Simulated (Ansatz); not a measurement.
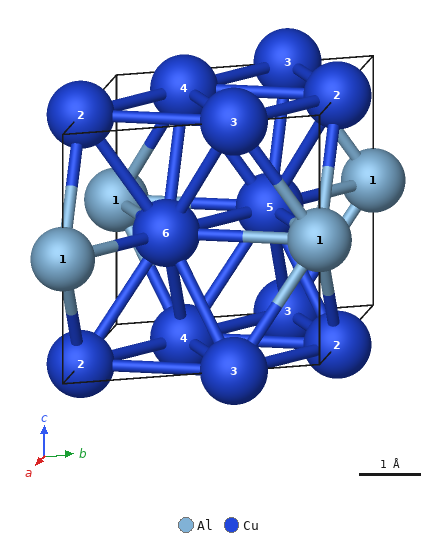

**Figure 1.** The structure as given in the input (ball-and-stick view of the cell of the calculation, seen slightly off an axis; atoms are numbered from 1 in the order of the input). An atom can appear more than once, as a periodic image. Near neighbours in the periodic cell (some may lie outside the picture): Al has 12 Cu at 2.59 Å; Cu has 2 Al at 2.59 Å and 10 Cu at 2.59 Å; Cu has 3 Al at 2.59 Å and 9 Cu at 2.59 Å.

Geometry relaxation, with input and output: AlCu₅ (part 1 of 2)

AlCu₅ (P-62m, 6 atoms in the cell), computed with DFT PBE, scalar-relativistic, plane waves, PAW, no spin polarisation (Ansatz 0.2.0).

The structure was made by a generator, so it may or may not be a known phase. Figures and captions count atoms from 1; the log counts them from 0 in places.

## Output
```
Engine: ansatz 0.2.0, x86_64-unknown-linux-gnu
Pseudopotentials: kind: paw
Pseudopotential: Al, paw, valence charge 3, recommended cutoff 420 eV (normal), Al.paw.azcp
Pseudopotential: Cu, paw, valence charge 19, recommended cutoff 420 eV (normal), Cu.paw.azcp
Functional definition: PBE
  parameter kappa = 0.804
  parameter beta = 0.06672455060314922
  exchange = pbe_x(kappa = kappa, mu = beta*pi^2/3)
  correlation = pbe_c(beta = beta)
Crystal: 6 atoms, lattice volume = 73.907 Å³
Basis set: ecut = 420 eV, 1437 PW (Γ), exchange–correlation on 60×60×60 points (8 copies of the dense FFT grid, shifted against one another)
Bands: 59, of which v1, the nominal top of the filled ones, is band 49 counted from 1 (48 counted from 0)
Symmetry: 12 space group operations
Space group: P-62m (ITA 189), of the structure as read, at distance tolerance 4.2e-5 Å
k-points: 114 of 1440 (time reversal used)
Non-local potential: Al, projectors of the file, l = 0: 2, l = 1: 2, l = 2: 1
Non-local potential: Cu, projectors of the file, l = 0: 3, l = 1: 2, l = 2: 3, l = 3: 1
PAW form: soft (Blöchl's): semilocal exchange-correlation on the pseudo side does not see the compensation charge
PAW one-centre angular grid: Al, 110 points (default); XC on 64 Gauss nodes
PAW one-centre angular grid: Cu, 590 points (default); XC on 64 Gauss nodes
Initial density: superposition of atomic densities (neutral atoms: chi_scale 0, normalization atom), corrected by the library's trained network
Initial wavefunctions: pseudopotential atomic-orbital guess
Functional: x = pbe(κ = 0.804, μ = 0.2195149727645171), c = pbe(β = 0.06672455060314922)
SCF iter   1: F=—  HF=-33664.164154 eV  |F-HF|=—  |Δ(HF+E_count)|=         —  Δρ=2.55e-3  dr2=3.81e-3  ethr=1.77e-3  ⟨swp⟩=5.3  Hψ=22924  notcnv=0  defer=111
preconditioner: auto → Kerker (q_TF=auto, 2.860 Å⁻¹)  [metal: Δε(μ)=0.013 eV  Ē_g=9.106 eV  σ=0.100 eV  W_gap=0.07  n_scr=26 (ndim 8)  ℏωp=32.9 eV  f_vac=0.001  D(μ)=2.25/eV (n_scr^D=20)]
SCF iter   2: F=—  HF=-33664.164068 eV  |F-HF|=—  |Δ(HF+E_count)|=   8.59e-5  Δρ=1.04e-3  dr2=7.69e-4  ethr=3.88e-6  ⟨swp⟩=2.5  Hψ=12112  notcnv=0  defer=128
SCF iter   3: F=—  HF=-33664.164081 eV  |F-HF|=—  |Δ(HF+E_count)|=   1.23e-5  Δρ=6.55e-4  dr2=4.02e-4  ethr=7.85e-7  ⟨swp⟩=2.4  Hψ=10800  notcnv=0  defer=128
SCF iter   4: F=—  HF=-33664.164038 eV  |F-HF|=—  |Δ(HF+E_count)|=   4.30e-5  Δρ=1.38e-4  dr2=2.23e-5  ethr=4.10e-7  ⟨swp⟩=2.2  Hψ=9277  notcnv=0  defer=128
SCF iter   5: F=—  HF=-33664.164025 eV  |F-HF|=—  |Δ(HF+E_count)|=   1.33e-5  Δρ=5.65e-5  dr2=2.01e-6  ethr=2.27e-8  ⟨swp⟩=2.0  Hψ=9525  notcnv=0  defer=128
SCF iter   6: F=—  HF=-33664.164024 eV  |F-HF|=—  |Δ(HF+E_count)|=   3.54e-7  Δρ=1.18e-5  dr2=9.35e-8  ethr=1.02e-10  ⟨swp⟩=10.7  Hψ=49296  notcnv=0
SCF iter   7: F=—  HF=-33664.164024 eV  |F-HF|=—  |Δ(HF+E_count)|=   2.00e-8  Δρ=1.49e-5  dr2=1.44e-7  ethr=9.54e-11  ⟨swp⟩=7.2  Hψ=39835  notcnv=0
SCF iter   8: F=-33664.164024 eV  HF=-33664.164024 eV  |F-HF|=8.05e-9  |Δ(HF+E_count)|=   2.57e-8  Δρ=3.41e-6  dr2=1.06e-8  ethr=9.54e-11  ⟨swp⟩=5.6  Hψ=39274  notcnv=0
SCF 1 converged in 8 iterations: F = -33664.164024 eV  dr2 = 1.06e-8
  greatest PAW one-centre occupation: 1.000 electrons in one spin orbital (limit 2), on the Cu atom at site 1 (counted from 0), in its partial waves of l = 0
relax step   1: F+E_penalty+E_count = -33664.16402417 eV  Δ(F+E_penalty+E_count) = +0.000e0 eV  max|allowed force component| = 2.144e-2 eV/Å  Δτ_max = 0.0000 Å  P = +0.039 GPa  Ω = 73.907 Å³  (8 SCF iters, dr2 threshold 1.00e-7 eV, accepted)
Crystal: 6 atoms, lattice volume = 73.919 Å³
Initial density: handed on by an earlier stage of this run
Initial wavefunctions: those handed on with the density
iter 1 solved again at ethr=9.87e-9 eV; its pass at ethr=3.10e-3 eV (dr2=9.67e-6 eV) is discarded
SCF iter   1: F=—  HF=-33664.164129 eV  |F-HF|=—  |Δ(HF+E_count)|=         —  Δρ=1.54e-4  dr2=9.46e-6  ethr=9.87e-9  ⟨swp⟩=2.2  Hψ=25274  notcnv=0
preconditioner: auto → Kerker (q_TF=auto, 2.860 Å⁻¹)  [metal: Δε(μ)=0.012 eV  Ē_g=9.101 eV  σ=0.100 eV  W_gap=0.07  n_scr=26 (ndim 8)  ℏωp=32.9 eV  f_vac=0.001  D(μ)=2.26/eV (n_scr^D=20)]
SCF iter   2: F=—  HF=-33664.164097 eV  |F-HF|=—  |Δ(HF+E_count)|=   3.28e-5  Δρ=7.91e-5  dr2=2.74e-6  ethr=9.65e-9  ⟨swp⟩=1.9  Hψ=10198  notcnv=0
SCF iter   3: F=—  HF=-33664.164096 eV  |F-HF|=—  |Δ(HF+E_count)|=   9.28e-7  Δρ=3.57e-5  dr2=8.18e-7  ethr=2.80e-9  ⟨swp⟩=2.0  Hψ=10694  notcnv=0
SCF iter   4: F=—  HF=-33664.164095 eV  |F-HF|=—  |Δ(HF+E_count)|=   1.87e-7  Δρ=8.82e-6  dr2=9.40e-8  ethr=8.35e-10  ⟨swp⟩=2.0  Hψ=9431  notcnv=0
iter 5 did not close the SCF: its close was put off for the readings that it lacked (scf_convergence_deferred on its scf_iter line)
SCF iter   5: F=-33664.164095 eV  HF=-33664.164095 eV  |F-HF|=8.44e-10  |Δ(HF+E_count)|=   2.87e-8  Δρ=1.51e-6  dr2=2.52e-9  ethr=9.59e-11  ⟨swp⟩=2.1  Hψ=9578  notcnv=0
SCF iter   6: F=-33664.164095 eV  HF=-33664.164095 eV  |F-HF|=5.60e-10  |Δ(HF+E_count)|=  6.26e-10  Δρ=8.15e-7  dr2=7.01e-10  ethr=2.57e-12  ⟨swp⟩=5.2  Hψ=35697  notcnv=0
SCF 2 converged in 6 iterations: F = -33664.164095 eV  dr2 = 7.01e-10
relax step   2: F+E_penalty+E_count = -33664.16409542 eV  Δ(F+E_penalty+E_count) = -7.125e-5 eV  max|allowed force component| = 1.424e-2 eV/Å  Δτ_max = 0.0009 Å  P = +0.014 GPa  Ω = 73.919 Å³  energy of the carried Pulay correction = -7.663e-6 eV  (6 SCF iters, dr2 threshold 3.16e-8 eV, accepted)
Crystal: 6 atoms, lattice volume = 73.915 Å³
iter 1 solved again at ethr=2.46e-8 eV; its pass at ethr=3.10e-3 eV (dr2=2.41e-5 eV) is discarded
SCF iter   1: F=—  HF=-33664.164168 eV  |F-HF|=—  |Δ(HF+E_count)|=         —  Δρ=2.70e-4  dr2=2.37e-5  ethr=2.46e-8  ⟨swp⟩=2.4  Hψ=25960  notcnv=0
preconditioner: auto → Kerker (q_TF=auto, 2.860 Å⁻¹)  [metal: Δε(μ)=0.018 eV  Ē_g=9.100 eV  σ=0.100 eV  W_gap=0.10  n_scr=26 (ndim 8)  ℏωp=32.9 eV  f_vac=0.001  D(μ)=2.26/eV (n_scr^D=20)]
SCF iter   2: F=—  HF=-33664.164138 eV  |F-HF|=—  |Δ(HF+E_count)|=   3.05e-5  Δρ=1.54e-4  dr2=9.01e-6  ethr=2.42e-8  ⟨swp⟩=1.0  Hψ=6726  notcnv=0
SCF iter   3: F=—  HF=-33664.164154 eV  |F-HF|=—  |Δ(HF+E_count)|=   1.66e-5  Δρ=2.27e-5  dr2=5.16e-7  ethr=9.19e-9  ⟨swp⟩=2.0  Hψ=10786  notcnv=0
SCF iter   4: F=—  HF=-33664.164154 eV  |F-HF|=—  |Δ(HF+E_count)|=   8.40e-8  Δρ=2.01e-5  dr2=2.71e-7  ethr=5.27e-10  ⟨swp⟩=2.0  Hψ=9861  notcnv=0
iter 5 did not close the SCF: its close was put off for the readings that it lacked (scf_convergence_deferred on its scf_iter line)
SCF iter   5: F=-33664.164154 eV  HF=-33664.164154 eV  |F-HF|=7.83e-9  |Δ(HF+E_count)|=   7.69e-8  Δρ=2.78e-6  dr2=1.13e-8  ethr=2.77e-10  ⟨swp⟩=2.0  Hψ=9444  notcnv=0
SCF iter   6: F=-33664.164154 eV  HF=-33664.164154 eV  |F-HF|=3.13e-10  |Δ(HF+E_count)|=   2.46e-9  Δρ=8.83e-7  dr2=4.71e-10  ethr=1.15e-11  ⟨swp⟩=5.3  Hψ=37056  notcnv=0
SCF 3 converged in 6 iterations: F = -33664.164154 eV  dr2 = 4.71e-10
relax step   3: F+E_penalty+E_count = -33664.16415418 eV  Δ(F+E_penalty+E_count) = -5.876e-5 eV  max|allowed force component| = 9.277e-5 eV/Å  Δτ_max = 0.0018 Å  P = +0.017 GPa  Ω = 73.915 Å³  energy of the carried Pulay correction = -4.771e-6 eV  (6 SCF iters, dr2 threshold 1.50e-8 eV, accepted)
Basis set: ecut = 420 eV, 1437 PW (Γ), exchange–correlation on 64×64×60 points (8 copies of the dense FFT grid, shifted against one another)
Initial wavefunctions: pseudopotential atomic-orbital guess (no wavefunctions were taken with the density)
iter 1 solved again at ethr=1.48e-8 eV; its pass at ethr=3.10e-3 eV (dr2=1.45e-5 eV) is discarded
SCF iter   1: F=—  HF=-33664.164077 eV  |F-HF|=—  |Δ(HF+E_count)|=         —  Δρ=2.81e-6  dr2=1.41e-9  ethr=1.48e-8  ⟨swp⟩=3.0  Hψ=40666  notcnv=0
SCF iter   2: F=—  HF=-33664.164155 eV  |F-HF|=—  |Δ(HF+E_count)|=   7.81e-5  Δρ=1.48e-6  dr2=7.05e-10  ethr=1.44e-12  ⟨swp⟩=3.1  Hψ=16423  notcnv=0
SCF iter   3: F=—  HF=-33664.164155 eV  |F-HF|=—  |Δ(HF+E_count)|=  3.20e-10  Δρ=7.74e-7  dr2=2.93e-10  ethr=1.00e-12  ⟨swp⟩=1.0  Hψ=6726  notcnv=0
SCF iter   4: F=—  HF=-33664.164155 eV  |F-HF|=—  |Δ(HF+E_count)|=  6.55e-11  Δρ=2.64e-7  dr2=6.40e-11  ethr=1.00e-12  ⟨swp⟩=1.0  Hψ=6727  notcnv=0
iter 5 did not close the SCF: its close was put off for the readings that it lacked (scf_convergence_deferred on its scf_iter line)
SCF iter   5: F=-33664.164155 eV  HF=-33664.164155 eV  |F-HF|=7.28e-12  |Δ(HF+E_count)|=  7.28e-12  Δρ=1.28e-7  dr2=2.14e-11  ethr=1.00e-12  ⟨swp⟩=1.0  Hψ=6726  notcnv=0
iter 6 did not close the SCF: its close was put off for the readings that it lacked (scf_convergence_deferred on its scf_iter line)
SCF iter   6: F=-33664.164155 eV  HF=-33664.164155 eV  |F-HF|=0.00e0  |Δ(HF+E_count)|=  1.46e-11  Δρ=5.54e-8  dr2=3.46e-12  ethr=1.00e-12  ⟨swp⟩=1.0  Hψ=6726  notcnv=0
iter 7 did not close the SCF: its close was put off for the readings that it lacked (scf_convergence_deferred on its scf_iter line)
SCF iter   7: F=-33664.164155 eV  HF=-33664.164155 eV  |F-HF|=7.28e-12  |Δ(HF+E_count)|=    0.00e0  Δρ=1.51e-8  dr2=2.11e-13  ethr=1.00e-12  ⟨swp⟩=1.0  Hψ=6726  notcnv=0
iter 8 did not close the SCF: its close was put off for the readings that it lacked (scf_convergence_deferred on its scf_iter line)
SCF iter   8: F=-33664.164155 eV  HF=-33664.164155 eV  |F-HF|=0.00e0  |Δ(HF+E_count)|=  7.28e-12  Δρ=1.16e-8  dr2=1.44e-13  ethr=1.00e-12  ⟨swp⟩=1.0  Hψ=6726  notcnv=0
SCF iter   9: F=-33664.164155 eV  HF=-33664.164155 eV  |F-HF|=0.00e0  |Δ(HF+E_count)|=  7.28e-12  Δρ=6.95e-9  dr2=5.35e-14  ethr=1.00e-12  ⟨swp⟩=2.2  Hψ=19603  notcnv=0
SCF 4 converged in 9 iterations: F = -33664.164155 eV  dr2 = 5.35e-14
relax step   4: F+E_penalty+E_count = -33664.16415506 eV  Δ(F+E_penalty+E_count) = -8.788e-7 eV  max|allowed force component| = 1.078e-4 eV/Å  Δτ_max = 0.0000 Å  P = +0.017 GPa  Ω = 73.915 Å³  stress off target by 2.04e-2 GPa  SCF on the basis re-selected at this cell (its energy is not comparable with the rows above)  (9 SCF iters)
```

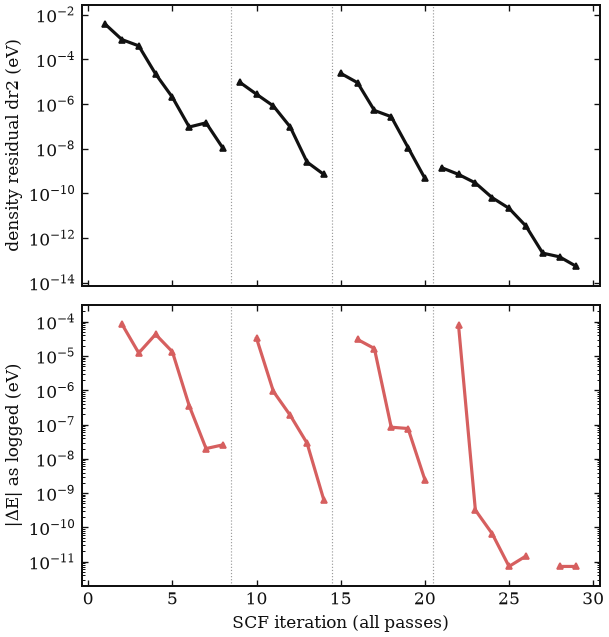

**Figure 2.** Convergence of the self-consistent field: density residual dr2 and size of the energy change against the SCF iteration. The dotted lines part the SCF passes of the relaxation: geometry steps, rejected trials and re-solves on a re-selected basis. The passes take 8, 6, 6 and 9 iterations.

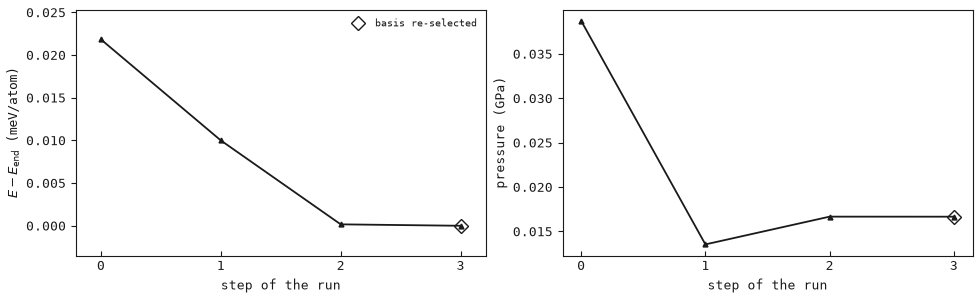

**Figure 3.** Progress of the relaxation, step by step (the first geometry is step 0 here and step 1 in the log). The energy falls by next to nothing (0.0 meV per atom) in 2 geometry steps. Largest force component: 0.021 eV/Å at the start, 0.00011 eV/Å at the end. The pressure goes from 0.04 to 0.02 GPa. No atom moves by more than 0.005 Å relative to the cell. Among the contacts that change: Cu2–Cu3 2.592 → 2.598 Å. The space group stays P-62m (No. 189). A last SCF at the same geometry on a re-selected plane-wave basis shifts the energy by next to nothing (0.0 meV per atom). (Atoms are counted from 1 in the order of the input.)

```
basis re-selected at this cell: Δ(F+E_penalty+E_count) = -8.788e-7 eV, ΔP = -0.000 GPa vs the last step (what re-selecting the basis moved, of the pressure what is left beyond the Pulay correction that the steps carried, after the strain that the cell walked since its last selection, with what the two solves' SCF thresholds leave and, on support functions, any second-order correction that the steps lacked; it is no measure of the basis error at this ecutwfc). The dense FFT grid was sized anew with the basis: this SCF ran on 32×32×30 points, the steps before it on 30×30×30, so part of this shift can come from that change (see relax.cell in the input reference). This SCF's stress stands 2.04e-2 GPa from its target on what of the cell is left free (relax.cell.stress_tol is 5.00e-2 GPa) and its largest allowed force component is 1.08e-4 eV/Å (relax.f_tol is 1.00e-2 eV/Å): within both
SCF converged after 9 iterations
Free energy (F): -33664.164155 eV
Harris-Foulkes:  -33664.164155 eV  (|F-HF|=0.00e0)
Internal energy: -33664.152846 eV  (E = F + TS)
E sigma→0 (E₀):  -33664.158501 eV
Entropy (-TS):   -0.011309 eV (-1.885 meV/atom)
Fermi energy:    15.318262 eV
--- Per-component energies (eV) ---
  E_band       = -1929.854706
  E_kinetic    = 1523.063081
  E_local      = -22646.443907  (includes V_loc(G=0)·N_el)
  E_nonlocal   = 1955.351085
  E_hartree    = 10052.156540
  E_xc         = -488.682588
  E_vxc        = -608.380014  (∫ρ·V_xc dr)
  E_paw        = -8778.891925  (= ΣΔE_a)
  E_vpaw       = -2257.759361  (= ΣTr[D̂ρ^β])
  E_aug_tail   = 0.001342  (compensation charges beyond the density's cutoff)
  E_ewald      = -15280.706473
  E_smearing   = -0.011309  (= −TS)
  E_closure    = -0.000000  (closes the sum)
  Σ components = -33664.164155   (vs F -33664.164155, Δ=0.00e0)
```
